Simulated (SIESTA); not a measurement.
**Energy of Pb along an even scaling of the cell**

System: Pb (P6₃/mmc, 2 atoms in the cell).
Method: Kohn-Sham DFT of a periodic cell, LDA, PseudoDojo 0.4 standard, converted to PSML, no spin polarisation (SIESTA 5.4.2).

The 7 runs differ only in the geometry, by an even scaling of the cell at fixed fractional positions. The structure derives from an entry of the Crystallography Open Database.

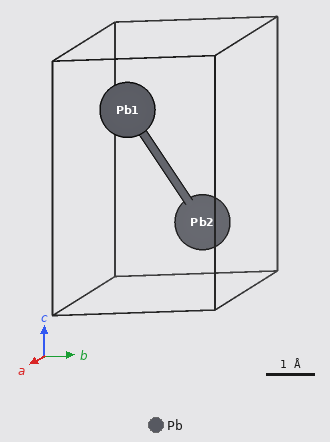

Figure 1. The structure of run 4 (ball-and-stick view of the cell of the calculation, seen slightly off an axis; atoms are numbered from 1 in the order of the input). An atom can appear more than once, as a periodic image.

### Input of run 4
```
SystemName                      Pb
SystemLabel                     Pb
NumberOfSpecies                 1
NumberOfAtoms                   2
%block ChemicalSpeciesLabel
  1  82 Pb
%endblock ChemicalSpeciesLabel

LatticeConstant                 1.0 Ang
%block LatticeVectors
     3.4800000000     0.0000000000     0.0000000000
    -1.7400000000     3.0137684052     0.0000000000
     0.0000000000     0.0000000000     5.5900000000
%endblock LatticeVectors
AtomicCoordinatesFormat         Fractional
%block AtomicCoordinatesAndAtomicSpecies
     0.6666666667     0.3333333333     0.7500000000  1  Pb
     0.3333333333     0.6666666667     0.2500000000  1  Pb
%endblock AtomicCoordinatesAndAtomicSpecies

%block kgrid.MonkhorstPack
    9   0   0  0.0
    0   9   0  0.0
    0   0   5  0.0
%endblock kgrid.MonkhorstPack
XC.Functional                   LDA
XC.Authors                      PW92
PAO.BasisSize                   DZP
PAO.EnergyShift                 0.003 Ry
Mesh.Cutoff                     500 Ry
OccupationFunction              FD
ElectronicTemperature           0.05 eV
MaxSCFIterations                120
SCF.MustConverge                false
SCF.Mixer.Method                Pulay
SCF.Mixer.Weight                0.25
SCF.Mixer.History               8
SCF.DM.Tolerance                5.0e-05
SCF.H.Tolerance                 1.0e-03 eV
WriteForces                     true
Charge.Mulliken                 end
BandLinesScale                  ReciprocalLatticeVectors
%block BandLines
    1    0.000000   0.000000   0.000000  \Gamma
   11    0.500000   0.000000   0.000000  M
    7    0.333333   0.333333   0.000000  K
   13    0.000000   0.000000   0.000000  \Gamma
    6    0.000000   0.000000   0.500000  A
   11    0.500000   0.000000   0.500000  L
    7    0.333333   0.333333   0.500000  H
   13    0.000000   0.000000   0.500000  A
    1    0.500000   0.000000   0.500000  L
    6    0.500000   0.000000   0.000000  M
    1    0.333333   0.333333   0.000000  K
    6    0.333333   0.333333   0.500000  H
%endblock BandLines
%block PAO.Basis
  Pb 4
  n=6 0 2
    6.142 0.000
  n=6 1 2
    8.773 0.000
  n=5 2 2
    4.164 0.000
  n=6 2 1
    8.773
%endblock PAO.Basis
```

Command:
```bash
siesta Pb.fdf > Pb.out 2>&1
```

Run 2 has the same physical settings and fractional positions; its lattice vectors (Å) are:
```
   3.432967    0.000000    0.000000
  -1.716484    2.973037    0.000000
   0.000000    0.000000    5.514450
```

### Results, with one run withheld

| run | volume per atom (Å³) | free energy per atom, from the lowest run given (meV) | pressure (GPa) |
| --- | --- | --- | --- |
| 1 | 27.555 | 18.33 | 3.44 |
| 2 | 28.141 | ? | ? |
| 3 | 28.727 | 2.18 | 1.09 |
| 4 | 29.314 | 0.00 | 0.14 |
| 5 | 29.900 | 1.14 | −0.73 |
| 6 | 30.486 | 5.27 | −1.51 |
| 7 | 31.073 | 12.12 | −2.21 |

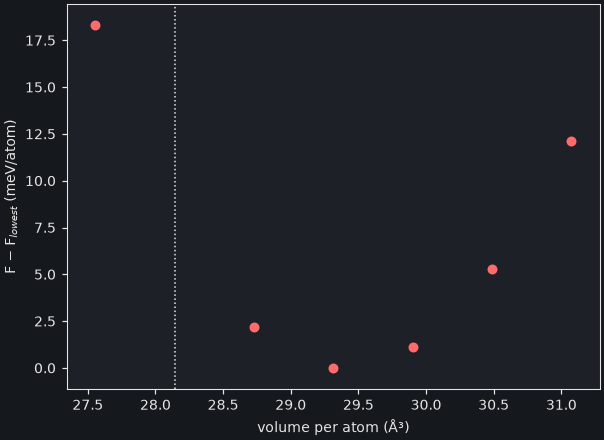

Figure 2. Free energy per atom of the runs given; the dotted line marks run 2.

Fit the runs given and predict run 2.

A cubic polynomial in V^(−2/3) (the Birch–Murnaghan form), fitted to the 6 runs given, misses them by at most 0.02 meV per atom. With x = V^(−2/3) − 0.10481 Å⁻², it reads F = −0.019457 − 305.05 x + 8.4508e+05 x² + 2.7923e+06 x³ (meV per atom). At run 2 it gives 8.15 meV per atom, and the run itself gives 8.11. The slope of the fit gives a pressure −dF/dV of 2.18 GPa there, and the run prints 2.19 GPa. The fit has its minimum at 29.395 Å³ per atom, where V d²F/dV² gives 45.2 GPa. Cell shape and fractional positions are held, so this is the stiffness under even scaling; the relaxed bulk modulus wasn't computed.

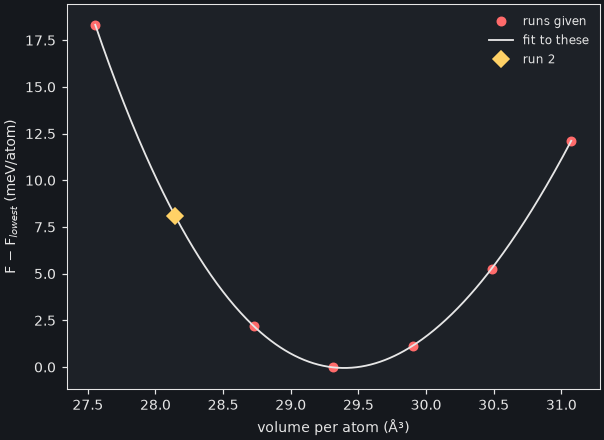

Figure 3. The fit and the withheld run.

### Some lines of the output (run 2)
```
[...]
outcell: Cell volume (Ang**3)        :     56.2823
stepf: Fermi-Dirac step function
siesta: Etot    =     -3823.096429
siesta: FreeEng =     -3823.104801
        iscf     Eharris(eV)        E_KS(eV)     FreeEng(eV)     dDmax    Ef(eV) dHmax(eV)
siesta: E_KS(eV) =            -3823.1900
siesta: E_KS - E_eggbox =     -3823.1900
siesta: Etot    =     -3823.189981
siesta: FreeEng =     -3823.199168
siesta:         Fermi =      -4.374502
siesta: Cell volume =         56.282342 Ang**3
    Orbital volume contribution        =           3.048427 eV
```

Notes: Points of doubt noted for this run: mulliken charges of long orbitals. Spin–orbit coupling is left out, which matters for Pb. With a small basis of atomic orbitals these values can differ much from converged plane-wave results.
